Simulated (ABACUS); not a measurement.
**Band-structure run, with input and output: Mo (part 1 of 2)**

- system: Mo (Im-3m, 1 atom in the cell)
- method: Kohn-Sham DFT of a periodic cell, revPBE, GBRV ultrasoft 1.5 PBE, no spin polarisation (ABACUS 3.10.1)

The structure derives from a Materials Project entry.

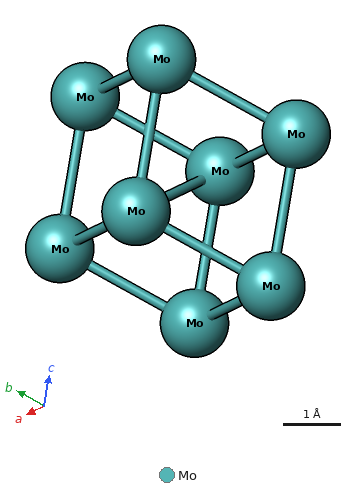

Fig. 1: The structure as given in the input (ball-and-stick view of the cell of the calculation, seen at an oblique angle).

Key numbers

| quantity | value |
| --- | --- |
| outcome | converged |
| space group (tolerance 0.01 Å) | Im-3m (229) |
| electrons treated | 14 |
| free energy | −1896.0752 eV |
| Fermi energy of the self-consistent step | 21.120 eV |
| gap on the k-point mesh | none (metallic) |
| pressure | −0.06 GPa |
| largest force (length of the vector) | under 0.001 eV/Å |
| hardware | 4 threads of Intel Xeon (Granite Rapids), 16 GiB of memory available, shared host |
| wall time | 4.1 s (CPU time 16 s) |
| peak memory | 0.32 GiB |

Input file
```
INPUT_PARAMETERS
suffix              Mo
calculation         scf
basis_type          pw
pseudo_dir          ./
latname             bcc
symmetry            1
dft_functional      revpbe
ecutwfc             40
pseudo_rcut         10
nspin               1
nbands              17
ks_solver           dav
smearing_method     fd
smearing_sigma      0.00367493
scf_thr             1e-08
scf_nmax            100
mixing_type         broyden
mixing_beta         0.7
cal_force           1
cal_stress          1
ecutrho             320
out_chg             1
out_pot             2
out_elf             0
kpar                4
```

File STRU
```
ATOMIC_SPECIES
Mo 95.9500 mo_pbe_v1.uspp.F.UPF

LATTICE_CONSTANT
5.9859303812

ATOMIC_POSITIONS
Direct

Mo
0.0
1
0.0000000000 0.0000000000 0.0000000000 1 1 1
```

File KPT
```
K_POINTS
0
Gamma
10 10 10 0 0 0
```

Command:
```bash
OMP_NUM_THREADS=1 mpirun -np 4 abacus > log
```

Output
```
ABACUS v3.10.1

               Atomic-orbital Based Ab-initio Computation at UStc

 ------------------------------------------------------------------------------------

 READING GENERAL INFORMATION
                           global_out_dir = OUT.Mo/
                           global_in_card = INPUT
                               pseudo_dir = ./
                              orbital_dir =
                                    DSIZE = 4
                                    GSIZE = 1

 READING UNITCELL INFORMATION
                                    ntype = 1
                  lattice constant (Bohr) = 5.98593
              lattice constant (Angstrom) = 3.16762

 READING ATOM TYPE 1
                               atom label = Mo
                      L=0, number of zeta = 1
                      L=1, number of zeta = 1
                      L=2, number of zeta = 1
             number of atom for this type = 1

                        TOTAL ATOM NUMBER = 1
DIRECT COORDINATES
    atom                   x                   y                   z     mag                  vx                  vy                  vz
taud_Mo1            0.0000000000        0.0000000000        0.0000000000  0.0000        0.0000000000        0.0000000000        0.0000000000

                          Volume (Bohr^3) = 107.242
                             Volume (A^3) = 15.8916

 Lattice vectors: (Cartesian coordinate: in unit of a_0)
                 +0.5                +0.5                +0.5
                 -0.5                +0.5                +0.5
                 -0.5                -0.5                +0.5
 Reciprocal vectors: (Cartesian coordinate: in unit of 2 pi/a_0)
                   +1                  -0                  +1
                   -1                  +1                  -0
                   +0                  -1                  +1
 The esolver type has been set to : ksdft_pw

                PAO radial cut off (Bohr) = 10

 Read in pseudopotential file is mo_pbe_v1.uspp.F.UPF
                     pseudopotential type = US
          exchange-correlation functional = PBE
                 nonlocal core correction = 1
                        valence electrons = 14
                                     lmax = 2
                           number of zeta = 5
                     number of projectors = 6
                           L of projector = 0
                           L of projector = 0
                           L of projector = 1
                           L of projector = 1
                           L of projector = 2
                           L of projector = 2
 XC functional updated to : revpbe
          exchange-correlation functional = REVPBE
     initial pseudo atomic orbital number = 13

 SETUP THE ELECTRONS NUMBER
            electron number of element Mo = 14
      total electron number of element Mo = 14
            AUTOSET number of electrons:  = 14
                           occupied bands = 7
                                   NBANDS = 17
                                   NLOCAL = 9

%%%%%%%%%%%%%%%%%%%%%%%%%%%%%%%%%%%%%%%%%%%%%%%%%%%%%%%%%%%%%%%%%%%%%%%%%%%%%%%%%%%%%%%%%%%%%%%%%%%%%%%%%%
 Warning: the number of valence electrons in pseudopotential > 6 for Mo: [Kr] 4d5 5s1
 Pseudopotentials with additional electrons can yield (more) accurate outcomes, but may be less efficient.
 If you're confident that your chosen pseudopotential is appropriate, you can safely ignore this warning.
%%%%%%%%%%%%%%%%%%%%%%%%%%%%%%%%%%%%%%%%%%%%%%%%%%%%%%%%%%%%%%%%%%%%%%%%%%%%%%%%%%%%%%%%%%%%%%%%%%%%%%%%%%

 SETUP THE PLANE WAVE BASIS
 energy cutoff for charge/potential (unit:Ry) = 160
            fft grid for charge/potential = [ 24, 24, 24 ]
                        fft grid division = [ 1, 1, 1 ]
        big fft grid for charge/potential = [ 30, 30, 30 ]
                                     nbxx = 27000
                                     nrxx = 13824

 SETUP PLANE WAVES FOR CHARGE/POTENTIAL
                    number of plane waves = 3589
                         number of sticks = 321

 PARALLEL PW FOR CHARGE/POTENTIAL
     PROC   COLUMNS(POT)             PW
        1            321           3589
 --------------- sum -------------------
        1            321           3589
                            number of |g| = 68
                                  max |g| = 144
                                  min |g| = 0

 energy cutoff for dense charge/potential (unit:Ry) = 320
      fft grid for dense charge/potential = [ 30, 30, 30 ]
                                     nrxx = 27000

 SETUP PLANE WAVES FOR dense CHARGE/POTENTIAL
                    number of plane waves = 10425
                         number of sticks = 645

 PARALLEL PW FOR dense CHARGE/POTENTIAL
     PROC   COLUMNS(POT)             PW
        1            645          10425
 --------------- sum -------------------
        1            645          10425
                            number of |g| = 135
                                  max |g| = 290
                                  min |g| = 0

----------- Double Check Mixing Parameters Begin ------------
mixing_type: broyden
mixing_beta: 0.7
mixing_gg0: 1
mixing_gg0_min: 0.1
mixing_ndim: 8
----------- Double Check Mixing Parameters End ------------

 LATTICE VECTORS: (CARTESIAN COORDINATE: IN UNIT OF A0)
                 +0.5                +0.5                +0.5
                 -0.5                +0.5                +0.5
                 -0.5                -0.5                +0.5
                       right hand lattice = 1
                                   NORM_A = 0.866025
                                   NORM_B = 0.866025
                                   NORM_C = 0.866025
                           ALPHA (DEGREE) = 70.5288
                           BETA  (DEGREE) = 109.471
                           GAMMA (DEGREE) = 70.5288

 The lattice vectors have been changed (STRU_SIMPLE.cif)

(for optimal symmetric configuration:)
                             BRAVAIS TYPE = 2
                     BRAVAIS LATTICE NAME = 02. Cubic I (body-centered)
                                    ibrav = 2
                                    IBRAV = 2
                                  BRAVAIS = BODY CENTERED CUBIC
                       LATTICE CONSTANT A = 1
Original cell was already a primitive cell.
                        ROTATION MATRICES = 48
              PURE POINT GROUP OPERATIONS = 48
                   SPACE GROUP OPERATIONS = 48
                              POINT GROUP = O_h
               POINT GROUP IN SPACE GROUP = O_h

 SETUP K-POINTS
                                    nspin = 1
                   Input type of k points = Monkhorst-Pack(Gamma)
                                   nkstot = 1000
                       right hand lattice = 1
(for reciprocal lattice: )
                             BRAVAIS TYPE = 3
                     BRAVAIS LATTICE NAME = 03. Cubic F (face-centered)
                                    ibrav = 3
                       right hand lattice = 1
(for k-lattice: )
                             BRAVAIS TYPE = 3
                     BRAVAIS LATTICE NAME = 03. Cubic F (face-centered)
                                    ibrav = 3
                       right hand lattice = 1
                        ROTATION MATRICES = 48
                               nkstot_ibz = 47
K-POINTS REDUCTION ACCORDING TO SYMMETRY
     IBZ    DIRECT_X    DIRECT_Y    DIRECT_Z  WEIGHT  ibz2bz
       1  0.00000000  0.00000000  0.00000000  0.0010       0
       2  0.10000000  0.10000000  0.00000000  0.0120       1
       3  0.20000000  0.20000000  0.00000000  0.0120       2
       4  0.30000000  0.30000000  0.00000000  0.0120       3
       5  0.40000000  0.40000000  0.00000000  0.0120       4
       6  0.50000000  0.50000000  0.00000000  0.0060       5
       7  0.10000000  0.20000000  0.10000000  0.0240      12
       8  0.20000000  0.30000000  0.10000000  0.0480      13
       9  0.30000000  0.40000000  0.10000000  0.0480      14
      10  0.40000000  0.50000000  0.10000000  0.0480      15
      11  0.20000000  0.40000000  0.20000000  0.0240      24
      12  0.30000000  0.50000000  0.20000000  0.0480      25
      13  0.40000000 -0.20000000  0.40000000  0.0240      26
      14  0.40000000 -0.30000000  0.30000000  0.0240      36
      15  0.10000000  0.10000000  0.10000000  0.0060     111
      16  0.20000000  0.20000000  0.10000000  0.0240     112
      17  0.30000000  0.30000000  0.10000000  0.0240     113
      18  0.40000000  0.40000000  0.10000000  0.0240     114
      19  0.50000000  0.50000000  0.10000000  0.0120     115
      20  0.20000000  0.30000000  0.20000000  0.0240     123
      21  0.30000000  0.40000000  0.20000000  0.0480     124
      22  0.40000000  0.50000000  0.20000000  0.0480     125
      23  0.10000000  0.30000000  0.10000000  0.0080     131
      24  0.30000000  0.50000000  0.30000000  0.0240     135
      25  0.40000000 -0.30000000  0.40000000  0.0240     136
      26  0.20000000  0.40000000  0.10000000  0.0240     141
      27  0.30000000  0.50000000  0.10000000  0.0240     151
      28  0.20000000  0.50000000  0.20000000  0.0240     152
      29  0.40000000 -0.10000000  0.40000000  0.0120     161
      30  0.40000000 -0.20000000  0.30000000  0.0480     162
[... 17 further k points ...]

                               nkstot now = 47
[... K-POINTS DIRECT COORDINATES: 47 rows ...]

           k-point number in this process = 12
       minimum distributed K point number = 11
[... stars of the k points ...]

[... K-POINTS CARTESIAN COORDINATES: 12 rows ...]

[... K-POINTS DIRECT COORDINATES: 12 rows ...]

 SETUP PLANE WAVES FOR WAVE FUNCTIONS
     energy cutoff for wavefunc (unit:Ry) = 40
              fft grid for wave functions = [ 24, 24, 24 ]
                    number of plane waves = 627
                         number of sticks = 99

 PARALLEL PW FOR WAVE FUNCTIONS
     PROC   COLUMNS(POT)             PW
        1             99            627
 --------------- sum -------------------
        1             99            627

 SETUP NONLOCAL PSEUDOPOTENTIALS IN PLANE WAVE BASIS
 Mo non-local projectors:
 projector 1 L=0
 projector 2 L=0
 projector 3 L=1
 projector 4 L=1
 projector 5 L=2
 projector 6 L=2
      TOTAL NUMBER OF NONLOCAL PROJECTORS = 18

 Init Non-Local PseudoPotential table :
 Init Non-Local-Pseudopotential done.

                                     npwx = 464

 Make real space PAO into reciprocal space.
       max mesh points in Pseudopotential = 711
     dq(describe PAO in reciprocal space) = 0.01
                                    max q = 763

 number of pseudo atomic orbitals for Mo is 5
WARNING: norm of atomic wavefunction # 3 of atomic type Mo is 0.999994, renormalized
WARNING: norm of atomic wavefunction # 4 of atomic type Mo is 0.999746, renormalized
WARNING: norm of atomic wavefunction # 5 of atomic type Mo is 0.988774, renormalized

 -------------------------------------------
 SELF-CONSISTENT
 -------------------------------------------
                                 init_chg = atomic

 PW ALGORITHM --------------- ION=   1  ELEC=   1--------------------------------

 Notice: Threshold on eigenvalues was too large.
 hsover_error=0.14 > DRHO=0.0391778
 Origin diag ethr = 0.01
 New diag ethr = 0.000279841

 Density error is 0.0388185904556
                          Error Threshold = 0.000279841142685
```
